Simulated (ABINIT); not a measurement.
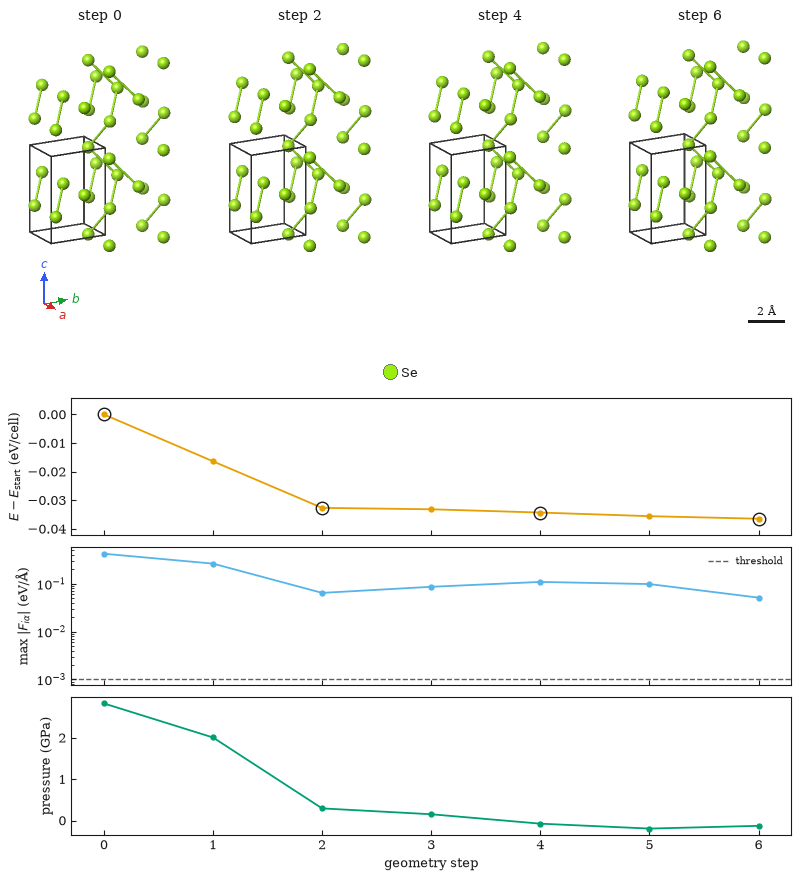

Frames of a relaxation of a crystal of Se (set up in P3_121), marked on the history of the run. A ball-and-stick model of the cell of the calculation, repeated 2 × 2 × 2 with one cell outlined, seen slightly off an axis.

The run lets cell and atoms move.

These are results of Kohn-Sham DFT of a periodic cell, PBE, PseudoDojo NC SR PBE v0.4.1 standard in ABINIT 10.8.3, not measurements.

Input file:
```
# Pseudopotentials
pp_dirpath "./"
pseudos "Se.upf"

# Structure
acell 8.2509222053 8.2509222053 9.3609473309
rprim
     1.0000000000     0.0000000000     0.0000000000
    -0.5000000000     0.8660254038     0.0000000000
     0.0000000000     0.0000000000     1.0000000000
ntypat 1
znucl 34
natom 3
typat 1 1 1
chkprim 0
chksymtnons 0
tolsym 1.0e-6
xred
   0.7746000000   0.7746000000            0.0
            0.0   0.2254000000            2/3
   0.2254000000            0.0            1/3

# Plane-wave basis
ecut 43.0
ecutsm 0.5

# k points
kptopt 1
ngkpt 5 5 4
nshiftk 1
shiftk 0.0 0.0 0.0

# Exchange and correlation
ixc 11

# Bands and occupations
nband 29
occopt 3
tsmear 0.00183747

# SCF cycle
nstep 80
tolvrs 1.0e-12

# Output
iomode 3
prteig 0
prtebands 0
prtwf 0
prtden 0

# Relaxation
ionmov 2
optcell 2
ntime 50
tolmxf 2.0e-5
dilatmx 1.08
```

Launched with:
```bash
abinit run.abi > log 2>&1
```

### Describe the path.

The run was cut off at its time limit before the relaxation converged, so the last structure is only a point on the way. The atoms keep their places relative to the cell (all moves are under 0.005 Å). The drawn cell changes as follows: a = b 4.366 → 4.407 Å (+0.9 %), c 4.954 → 5.093 Å (+2.8 %); the volume changes by +4.8 %. Some distances before and after: Se–Se 2.373 → 2.417 Å. The space group stays P3_121 (No. 152). Over 6 geometry steps the energy falls by 36.5 meV per cell of the calculation. Largest force component: 0.43 eV/Å at the start, 0.051 eV/Å at the end. Pressure: 2.83 GPa at the start and −0.13 GPa at the end. The run took 25 min on 1 thread of Arm Neoverse V1, with other jobs on the host, peak memory 0.18 GiB. From step 0 to 2: volume +2.9 %, energy −32.7 meV per cell of the calculation. From step 2 to 4: volume +0.8 %, energy −1.6 meV per cell of the calculation. From step 4 to 6: volume +1.0 %, energy −2.2 meV per cell of the calculation.
